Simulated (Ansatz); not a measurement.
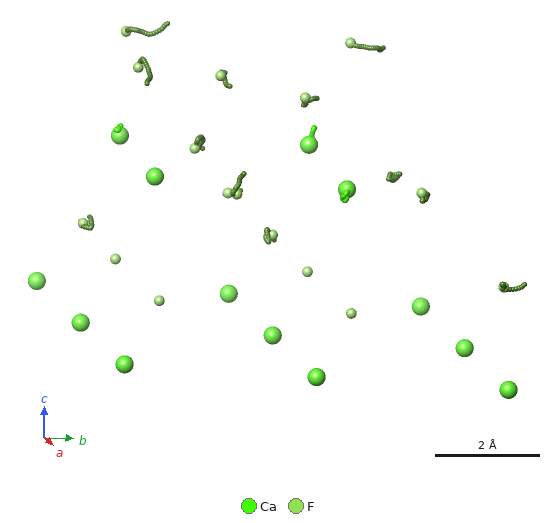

First-principles dynamics of F on CaF2(111) (25 atoms in the cell), 100 fs long. Dots mark each atom's position at evenly spaced times, in the colour of its element; spheres stand at the starting positions. Fixed atoms have no trace. Seen slightly off an axis in the simulation cell, with the vacuum cut short.

The calculation used DFT LDA, scalar-relativistic, plane waves, PAW in Ansatz. Run with plane-wave cutoff 420 eV; k-point mesh 1 × 1 × 1; Fermi-Dirac smearing 0.02 eV; spin collinear; 8 atoms held fixed; Langevin thermostat (NVT); set temperature 700 K; time step 2 fs; friction 0.02 per fs.

What do the traces tell about the motion?

Answer. Root-mean-square distances from the starting positions over the second half, with the common drift of all atoms taken out: F 0.33 Å, Ca 0.22 Å. The run lasts only 100 fs, too short to tell vibration from diffusion.

Limits of the set-up: the periodic images lie only 7.8 Å apart, so the values are limited by the cell's size.

PAW datasets: the set soft_1.
